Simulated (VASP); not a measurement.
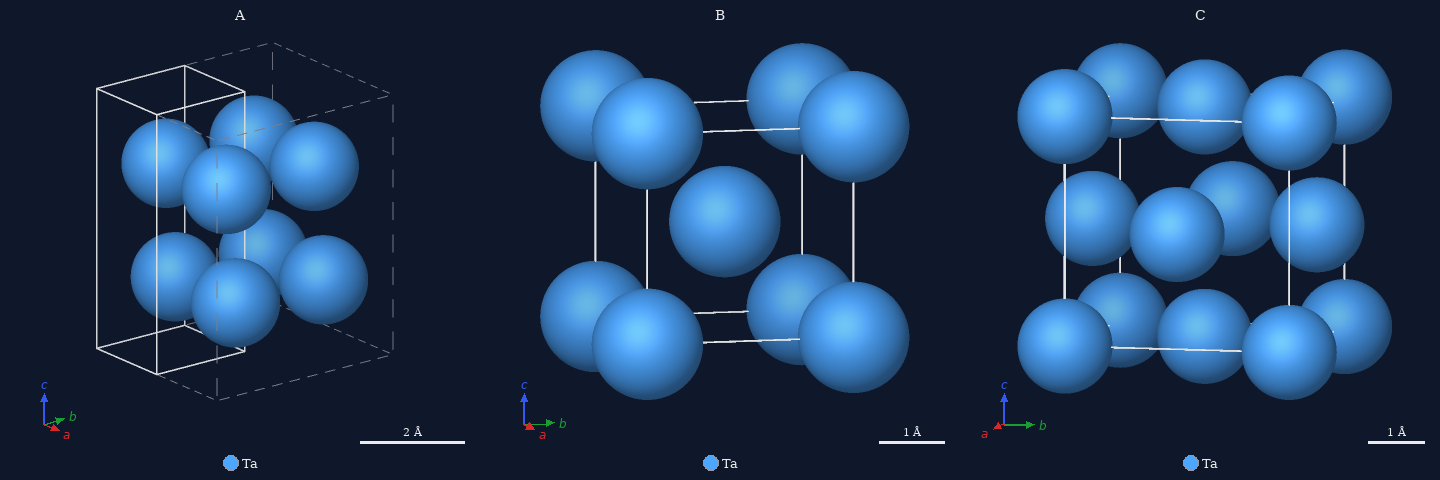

Three structures of Ta, each relaxed (cell and atoms) at zero pressure; conventional cells in solid outline, small ones repeated, each panel with its own scale. Alike in all runs: VASP 6.6.1; functional PBEsol; VASP's PAW PBE potentials, release 64 (Ta_pv); cutoff 600 eV; occupations gaussian, width 0.1 eV; no spin polarisation; no spin-orbit coupling. The k meshes have like spacings.

### Give the type and space group of each panel.

A: hexagonal close-packed (Mg type), P6₃/mmc; B: body-centred cubic (W type), Im-3m; C: face-centred cubic (Cu type), Fm-3m.

### Rank them by energy, lowest first.

B, then C (+268 meV/atom) and A (+297 meV/atom), static energies at zero smearing.

### Collect the results in a table.

| panel | space group | E − E(lowest) (meV/atom) | volume (Å³/atom) |
| --- | --- | --- | --- |
| B | Im-3m | 0 | 17.7 |
| C | Fm-3m | 268 | 18.2 |
| A | P6₃/mmc | 297 | 18.1 |

The starts are database entries or structure types tried for this composition, and the most stable form need not be among them.

Caveat: spin-orbit coupling is left out, which matters for Ta, if less for volumes and forces than for levels.
